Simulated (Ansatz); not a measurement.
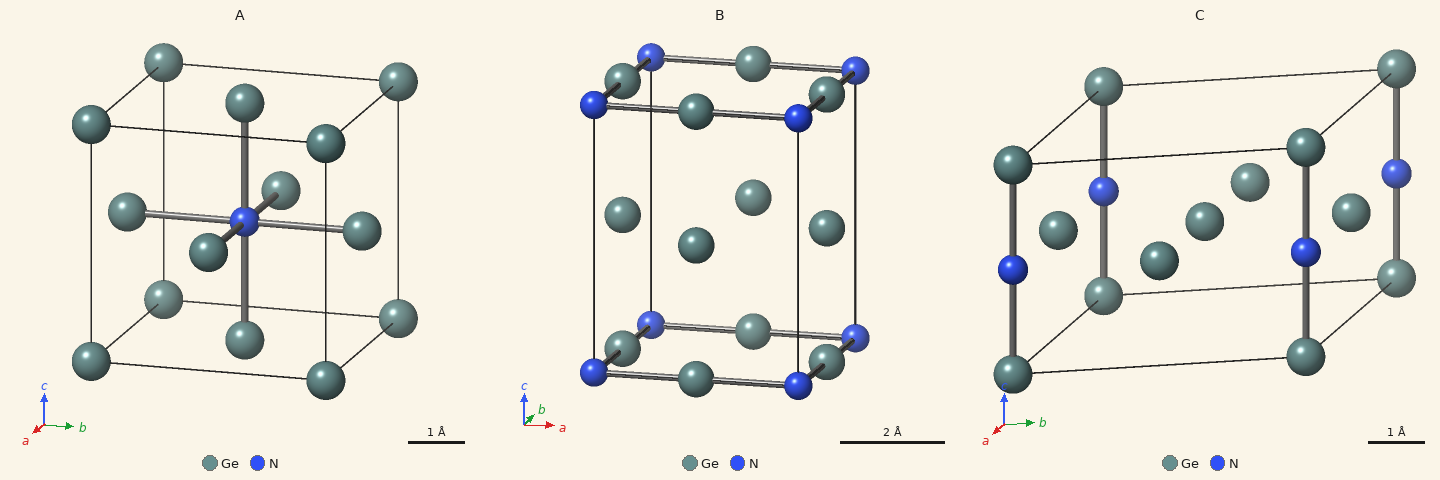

Three structures of Ge4N, each relaxed to rest (conventional cells in solid outline, small ones repeated, each panel with its own scale). Method: DFT PBE, scalar-relativistic, plane waves, PAW in Ansatz 0.2.0, without spin polarisation.

### Name the structure in each panel.

A: 5 atoms a cell on a primitive cubic lattice, Pm-3m; B: 5 atoms a cell on a primitive tetragonal lattice, P4/mmm; C: 5 atoms a cell on a primitive hexagonal lattice, P6/mmm.

### Rank them by energy, lowest first.

A, then B (+38 meV/atom) and C (+264 meV/atom), energies at zero smearing.

### Collect the results in a table.

| panel | structure | E − E(lowest) (meV/atom) | volume (Å³/atom) | gap (eV) |
| --- | --- | --- | --- | --- |
| A | Pm-3m | 0 | 17.4 | metal |
| B | P4/mmm | 38 | 17.8 | metal |
| C | P6/mmm | 264 | 20.1 | metal |

Some of these may be structure types tried for this composition rather than known phases, and the most stable form need not be among them. Gaps are taken on the k-mesh or band path of each run.
